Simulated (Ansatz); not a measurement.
```xyz
6
Lattice="-1.5770 -2.7315 0.0000 3.1541 0.0000 0.0000 0.0000 0.0000 12.1428" Properties=species:S:1:pos:R:3 pbc="T T T"
W     1.5773   -0.9105    9.1062
W     0.0149   -1.8210    3.0365
S     1.4919   -0.9105    1.4617
S    -0.0423   -1.8210    7.5314
S     1.5760   -0.9105    4.6113
S     0.0416   -1.8210   10.6810
```

Space group P1; a structure from a database of computed crystals, not necessarily the ambient phase; not relaxed (largest force 1.2 eV/Å).

All numbers below come from DFT PBE+D3(BJ), scalar-relativistic, plane waves, PAW in Ansatz 0.2.0.

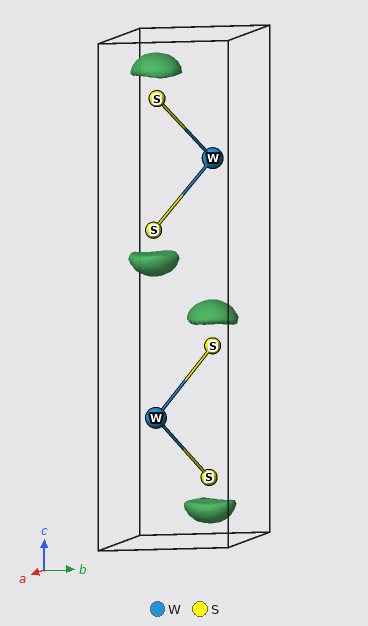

WS₂. Isosurface of the ELF at 0.9 (green), seen slightly off an axis. Only the valence region is drawn (cores and ρ < 0.01 e/Å³ removed). Sticks mark near contacts.

In a PAW calculation such maps are meaningful between the atoms, not at the nuclei.

What do the ELF domains correspond to?

Answer. The ELF exceeds this value in four lobes on S, pointing away from the bonds (lone pairs), counted in one cell of 6 atoms. Regions shared between cells count once. Profiles from the grid: W–S (2.34 Å): the ELF peaks at about 0.85 in the valence shell of S, 0.8 Å from its nucleus, and is about 0.50 at the midpoint. W–S (2.40 Å): the ELF peaks at about 0.85 in the valence shell of S, 0.8 Å from its nucleus, and is about 0.50 at the midpoint.

Metal or insulator at this level of theory?

Answer. It is gapped, with a Kohn–Sham gap of 0.86 eV on the k-point mesh, an upper bound to the gap of this method.
